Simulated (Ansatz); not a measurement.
## Geometry relaxation of Co4O5 (part 1 of 4)

- system: Co4O5 (slab, 9 atoms in the cell)
- method: DFT PBE, scalar-relativistic, plane waves, PAW, spin-polarised (Ansatz 0.2.0)

The structure derives from an entry of the Crystallography Open Database. The input holds or restrains some coordinates. Forces given for the steps count only the free coordinates. It belongs to a series of runs on one base structure; here: O put at a top O site. Figures and captions count atoms from 1; the log counts them from 0 in places.

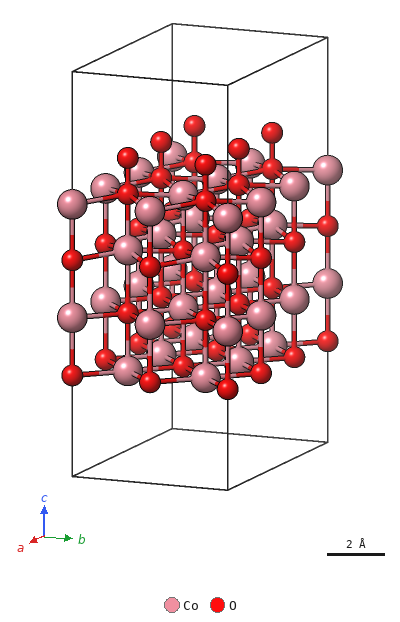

Fig. 1: The structure as given in the input (ball-and-stick view of the 3 × 2 repeat of the cell, with the vacuum cut short, seen slightly off an axis). An atom can appear more than once, as a periodic image.

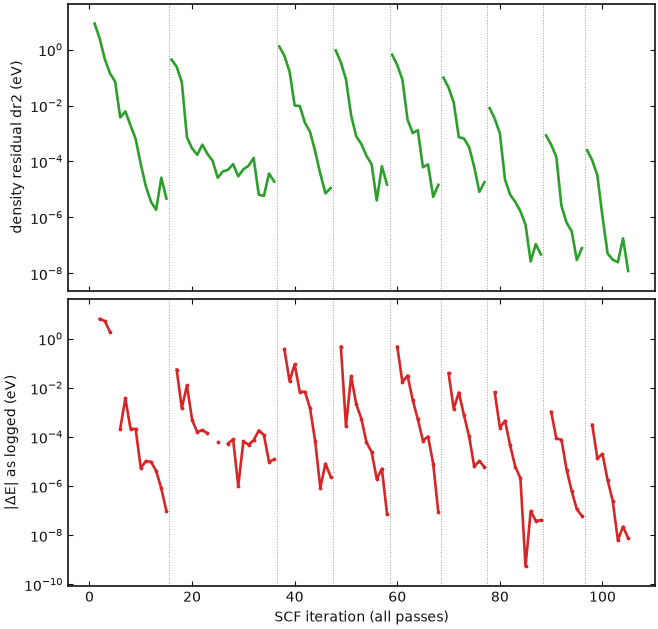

Fig. 2: Convergence of the self-consistent field: density residual dr2 and size of the energy change against the SCF iteration. The dotted lines part the SCF passes of the relaxation: geometry steps, rejected trials and re-solves on a re-selected basis. The 9 passes take 8 to 21 iterations each, 105 in all.

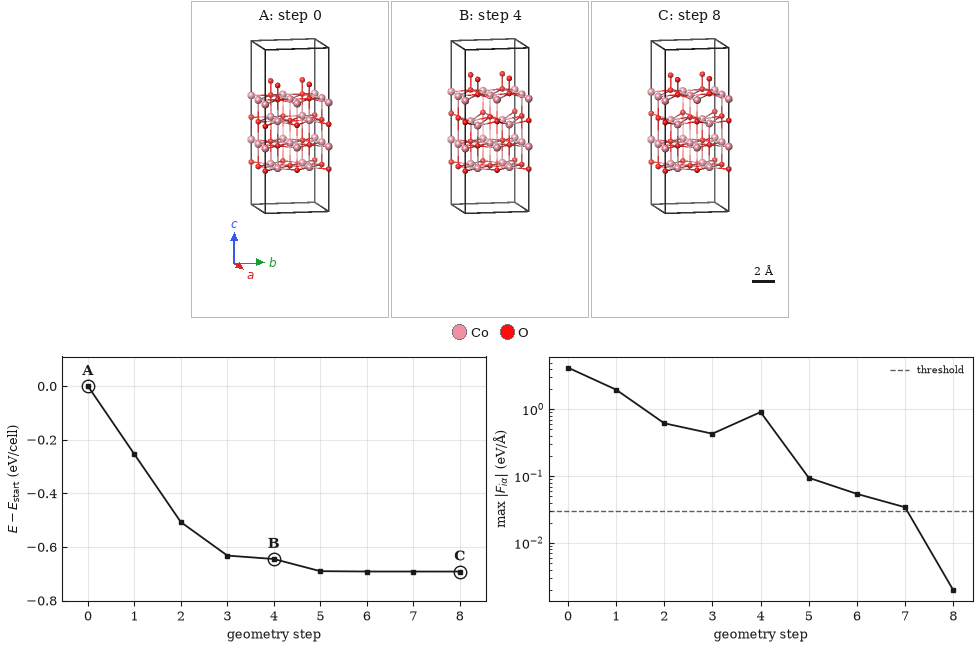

Fig. 3: Frames of the restrained relaxation (ball-and-stick view of the 2 × 2 repeat of the cell, with the vacuum cut short, seen slightly off an axis) above the curves, on which the letters mark them (the first geometry is step 0 here and step 1 in the log).

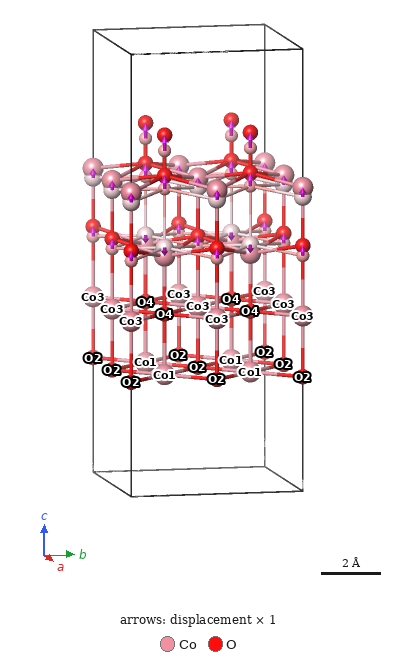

Fig. 4: Start (faint) and end (solid) with the displacements as pink arrows, at true length (ball-and-stick view of the 2 × 2 repeat of the cell, with the vacuum cut short, seen slightly off an axis). The energy falls by 0.691 eV per cell of the calculation in 8 geometry steps. The largest force component goes from 4.2 to 0.002 eV/Å. O9 moves most: 0.54 Å. Largest moves by element: O 0.54 Å, Co 0.33 Å. The lattice vectors keep their values. Among the contacts that change: Co5–O8 2.041 → 2.794 Å, Co3–O6 2.095 → 2.438 Å, O4–Co5 2.298 → 2.003 Å, O8–O9 1.320 → 1.402 Å. Bonds break: Co5–O8 (2.04 → 2.79 Å). Among the angles that change: O4–Co5–O6 84.6° → 101.5°, Co3–O6–Co5 95.4° → 78.5°, Co5–O6–Co7 84.6° → 101.5°. (Atoms are counted from 1 in the order of the input.)

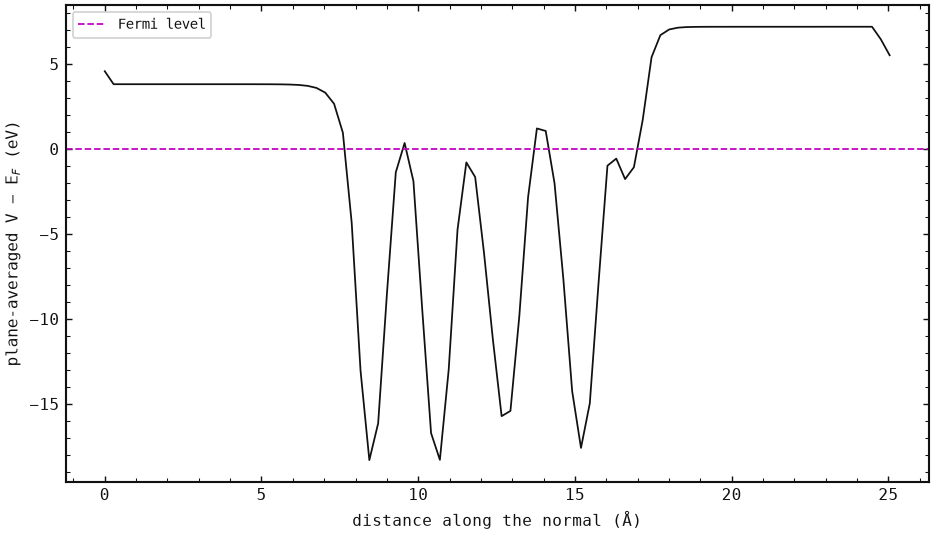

Fig. 5: Plane average of the electrostatic potential energy of an electron across the cell, from the Fermi level. The vacuum level lies 7.20 eV above the Fermi level on the upper side and 3.82 eV on the lower.

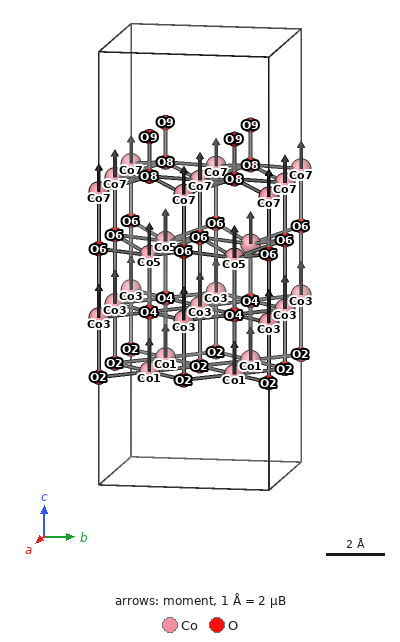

Fig. 6: Magnetic moments of the sites as black arrows (ball-and-stick view of the 2 × 2 repeat of the cell, with the vacuum cut short, seen slightly off an axis; atoms are numbered from 1 in the order of the input); small moments hardly show. The run is collinear, so the axis drawn is arbitrary. Site moments: Co3 (2.42 μB); Co1 (2.39 μB); Co5 (2.34 μB); Co7 (2.01 μB); O4 (0.30 μB); O2, O6 (0.29 μB); O9 (−0.22 μB). They are counted near the atoms and needn't add up to the moment of the cell.

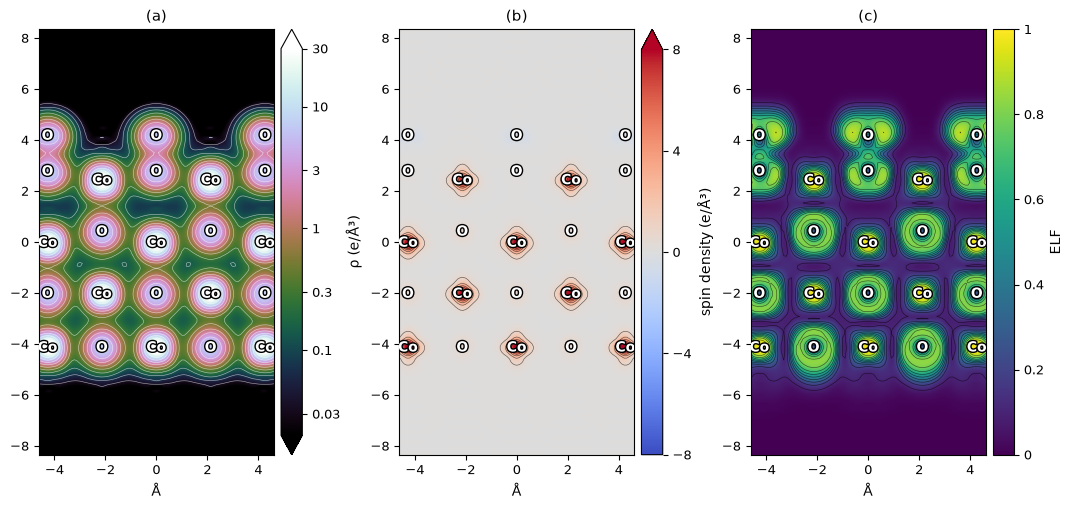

Fig. 7: (a) valence charge density (pseudo); (b) magnetisation density (up minus down); (c) electron localisation function on the (11̄0) plane of the calculation cell, a cut from vacuum to vacuum. Atoms in the plane: Co and O. Co–O (2.00 Å): the density is about 0.55 e/Å³ at the midpoint; the ELF is about 0.15 at the midpoint; a polar contact without a shared pair, in a metal. Co–O (2.11 Å): the density is about 0.4 e/Å³ at the midpoint; the ELF is about 0.10 at the midpoint; no shared pair; the contact is polar. Co–O (2.16 Å): ρ is about 0.39 e/Å³ halfway; the ELF is about 0.15 at the midpoint (a polar contact without a shared pair, in a metal). The density dies away to nearly zero in the vacuum. The strong features right at Co lie inside the PAW spheres (semicore, d or f shells) and say nothing about bonding. The cell of the calculation (9 atoms) carries 10.4 μB net. The fields are those of the smooth PAW valence density.

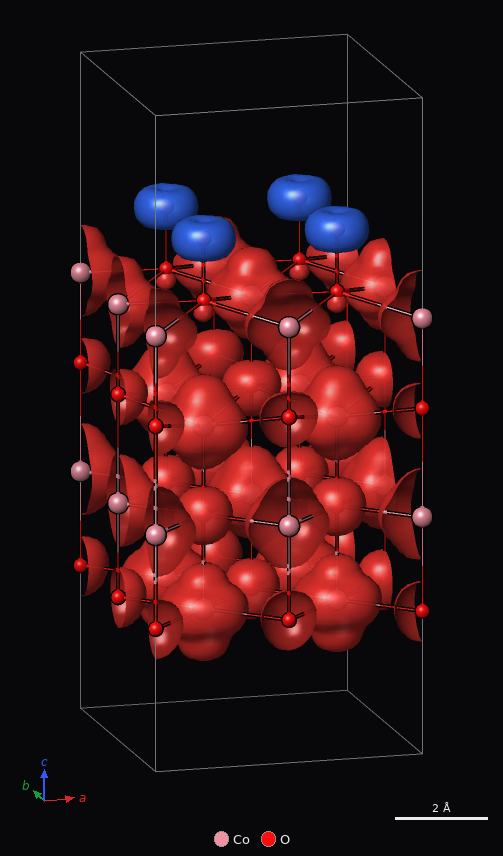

Fig. 8: Isosurfaces of the magnetisation density (up minus down) at +0.08 (red) and −0.08 e/Å³ (blue), seen slightly off an axis. Sticks mark near contacts. The cell of the calculation (9 atoms) carries 10.4 μB net.

The input and output of the run follow.

### Input file
```yaml
crystal:
  lattice:
    - [3.0160003058, 0.0, 0.0]
    - [0.0, 3.0160003058, 0.0]
    - [0.0, 0.0, 25.3217498647]
  atoms:
    - { symbol: Co, position: [0.5, 0.5, 0.3356798028], spin: 2.66 }
    - { symbol: O, position: [0.0, 0.0, 0.3356798028], spin: 0.32 }
    - { symbol: Co, position: [0.0, 0.0, 0.4188987732], spin: 2.8 }
    - { symbol: O, position: [0.5, 0.5, 0.4188987732], spin: 0.39 }
    - { symbol: Co, position: [0.5, 0.5, 0.5096396381], spin: 2.71 }
    - { symbol: O, position: [0.0, 0.0, 0.501635304], spin: 0.39 }
    - { symbol: Co, position: [0.0, 0.0, 0.5820084184], spin: 2.65 }
    - { symbol: O, position: [0.5, 0.5, 0.5902524725], spin: 0.35 }
    - { symbol: O, position: [0.5, 0.5, 0.6423815713], spin: 2.0 }
basis:
  ecutwfc: 420
kpoints:
  mp_grid: { grid: [10, 10, 1] }
hamiltonian:
  xc: pbe
scf:
  occupations: { method: gaussian, width: 0.1 }
output:
  forces: true
  eigenvalues: true
  populations: true
  write_density: true
  write_potential: true
  elf: true
  volumetric_format: npy
magnetization:
  spin_polarized: true
relax:
  adjacent_minimum: "off"
  f_tol: 0.03
  max_steps: 70
  constraints: [{ sites: [0, 1, 2, 3] }]
efield:
  axis: 3
  dipole_correction: true
  ramp_width: 0.04
```

Command:
```bash
ansatz run input.yaml --threads 2 --pin off --max-ram 5120MiB --backend cpu --events-out ev --progress --plain --runs-dir out
```

### Output
```
Engine: ansatz 0.2.0, x86_64-unknown-linux-gnu
Pseudopotentials: kind: paw
Pseudopotential: Co, paw, valence charge 17, recommended cutoff 420 eV (normal), Co.paw.azcp
Pseudopotential: O, paw, valence charge 6, recommended cutoff 420 eV (normal), O.paw.azcp
Functional definition: PBE
  parameter kappa = 0.804
  parameter beta = 0.06672455060314922
  exchange = pbe_x(kappa = kappa, mu = beta*pi^2/3)
  correlation = pbe_c(beta = beta)
Crystal: 9 atoms, lattice volume = 230.333 Å³
Basis set: ecut = 420 eV, 4421 PW (Γ), exchange–correlation on 48×48×360 points (8 copies of the dense FFT grid, shifted against one another)
Bands: 68, of which v1, the nominal top of the filled ones, is band 49 counted from 1 (48 counted from 0)
Symmetry: 8 space group operations
k-points: 21 of 100
Non-local potential: Co, projectors of the file, l = 0: 3, l = 1: 2, l = 2: 3, l = 3: 1
Non-local potential: O, projectors of the file, l = 0: 2, l = 1: 2, l = 2: 1
PAW form: soft (Blöchl's): semilocal exchange-correlation on the pseudo side does not see the compensation charge
PAW one-centre angular grid: Co, 590 points (default); XC on 64 Gauss nodes
PAW one-centre angular grid: O, 110 points (default); XC on 64 Gauss nodes
Initial density: superposition of atomic densities (neutral atoms: chi_scale 0, normalization atom)
Starting moments: Σ|m| = 14.27 μB on 9 of 9 sites
Initial wavefunctions: pseudopotential atomic-orbital guess
Functional: x = pbe(κ = 0.804, μ = 0.2195149727645171), c = pbe(β = 0.06672455060314922)
```
